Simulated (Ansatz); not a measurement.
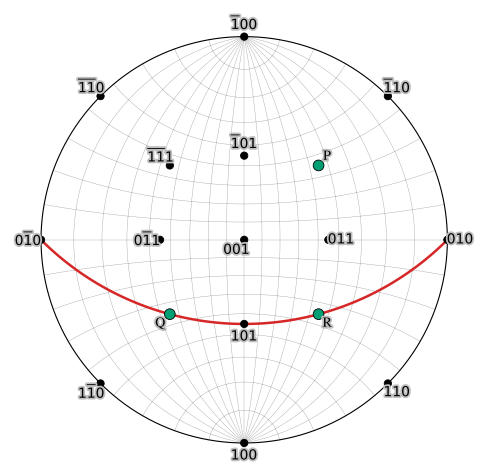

Stereographic projection of plane normals (upper hemisphere) centred on (0 0 1). Crystal: Mo, the geometry relaxed with DFT, BLYP, plane waves (420 eV) with PAW, scalar-relativistic in Ansatz; the starting structure was generated, so it need not be a known form of this composition. Geometry calculated from the standardised cell; symmetry tolerance 0.002 Å.

a = 4.055 Å, b = 4.055 Å, c = 4.055 Å, α = 90.00°, β = 90.00°, γ = 90.00°.

**Index the poles marked P, Q, R.**

P is (−1 1 1), 54.7° from the centre; Q is (1 −1 1), 54.7° from the centre; R is (1 1 1), 54.7° from the centre.

**Which zone does the coloured great circle trace?**

The zone [1 0 −1]: its poles satisfy h − l = 0.

**What is the angle between the normals of (−1 −1 1) and (0 1 0), and what are their d_hkl = 1/|g|?**

125.3°; d = 2.341 Å and 4.055 Å.
